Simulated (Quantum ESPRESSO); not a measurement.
## Energy of HfN along an even scaling of the cell

System: HfN (Fm-3m, 2 atoms in the cell).
Method: Kohn-Sham DFT of a periodic cell, PBE, spin-orbit coupling, PseudoDojo 0.4 FR PBE standard, no spin polarisation (Quantum ESPRESSO 7.5).

The 7 runs differ only in the geometry, by an even scaling of the cell at fixed fractional positions. The structure derives from an entry of the Crystallography Open Database.

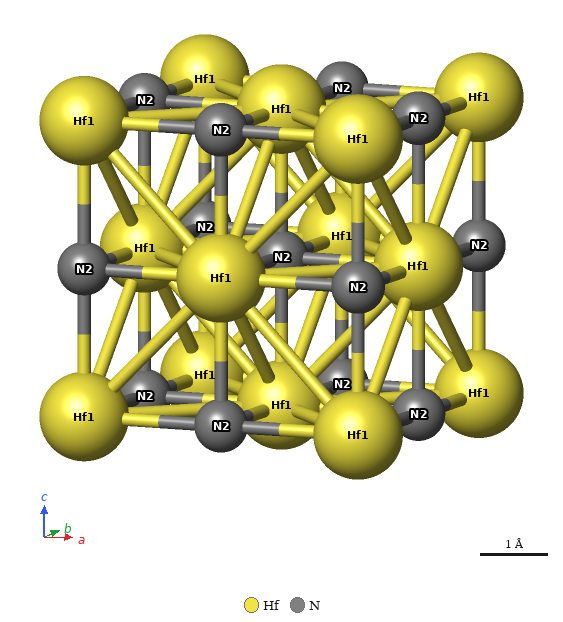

Figure 1. The structure of run 4 (ball-and-stick view of the cell 4 times as large as that of the calculation, set on its symmetry axes, seen slightly off an axis; atoms are numbered from 1 in the order of the input).

### Input of run 4
```
&CONTROL
  calculation = 'scf'
  prefix = 'pwscf'
  outdir = './tmp'
  pseudo_dir = './pseudo'
  tprnfor = .true.
  tstress = .true.
  disk_io = 'nowf'
/
&SYSTEM
  ibrav = 0
  nat = 2
  ntyp = 2
  ecutwfc = 84
  nbnd = 30
  occupations = 'smearing'
  smearing = 'fd'
  degauss = 0.00367493
  noncolin = .true.
  lspinorb = .true.
/
&ELECTRONS
  conv_thr = 4d-10
  electron_maxstep = 120
  mixing_beta = 0.5
/
ATOMIC_SPECIES
Hf   178.4900 Hf.upf
N     14.0070 N.upf
CELL_PARAMETERS angstrom
   0.0000000000    2.2560000000    2.2560000000
   2.2560000000    0.0000000000    2.2560000000
   2.2560000000    2.2560000000    0.0000000000
ATOMIC_POSITIONS crystal
Hf     0.0000000000    0.0000000000    0.0000000000
N      0.5000000000    0.5000000000    0.5000000000
K_POINTS automatic
10 10 10 0 0 0
```

Command:
```bash
OMP_NUM_THREADS=1 pw.x -in pw.in > pw.out
```

Run 3 differs from it as follows:
```diff
-   0.0000000000    2.2560000000    2.2560000000
-   2.2560000000    0.0000000000    2.2560000000
-   2.2560000000    2.2560000000    0.0000000000
+   0.0000000000    2.2408586042    2.2408586042
+   2.2408586042    0.0000000000    2.2408586042
+   2.2408586042    2.2408586042    0.0000000000
```

### Results, with one run withheld

```csv
run,volume per atom (Å³),"free energy per atom, from the lowest run given (meV)",pressure (GPa)
1,10.793,72.22,26.52
2,11.023,39.72,18.95
3,11.252,?,?
4,11.482,4.58,6.00
5,11.712,0.00,0.47
6,11.941,2.95,−4.51
7,12.171,12.68,−9.00
```

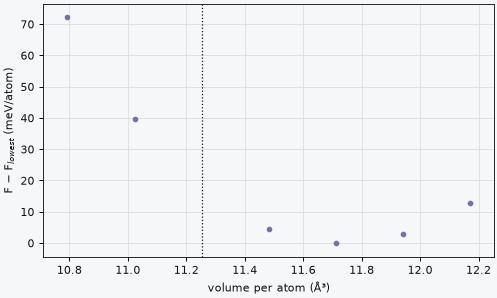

Figure 2. Free energy per atom of the runs given; the dotted line marks run 3.

What should run 3 give?

A cubic polynomial in V^(−2/3) (the Birch–Murnaghan form), fitted to the 6 runs given, misses them by at most 0.02 meV per atom. With x = V^(−2/3) − 0.19624 Å⁻², it reads F = 3.8349 + 3009.2 x + 5.865e+05 x² + 3.5293e+05 x³ (meV per atom). At run 3 it gives 17.57 meV per atom, and the run itself gives 17.51. The slope of the fit gives a pressure −dF/dV of 12.16 GPa there, and the run prints 12.14 GPa. The fit has its minimum at 11.733 Å³ per atom, where V d²F/dV² gives 266 GPa: the bulk modulus at this level, since symmetry fixes the shape and the positions.

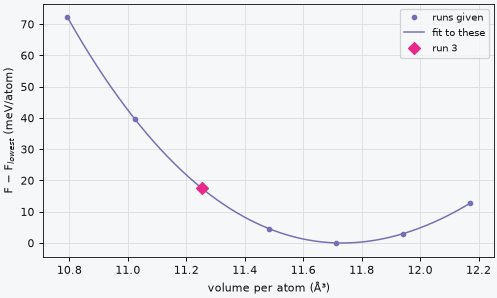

Figure 3. The fit and the withheld run.

### Some lines of the output (run 3)
```
[...]
     total energy              =    -134.02123396 Ry
     total energy              =    -134.06396659 Ry
     total energy              =    -134.06442361 Ry
     total energy              =    -134.06442983 Ry
     total energy              =    -134.06442330 Ry
     total energy              =    -134.06441829 Ry
     total energy              =    -134.06441996 Ry
     total energy              =    -134.06442005 Ry
     total energy              =    -134.06442003 Ry
     the Fermi energy is    19.2892 ev
!    total energy              =    -134.06442004 Ry
     The total energy is F=E-TS. E is the sum of the following terms:
     Computing stress (Cartesian axis) and pressure
          total   stress  (Ry/bohr**3)                   (kbar)     P=      121.36
```

Notes: The cell holds an odd number of electrons but the run has no spin polarisation, so it comes out as a metal.
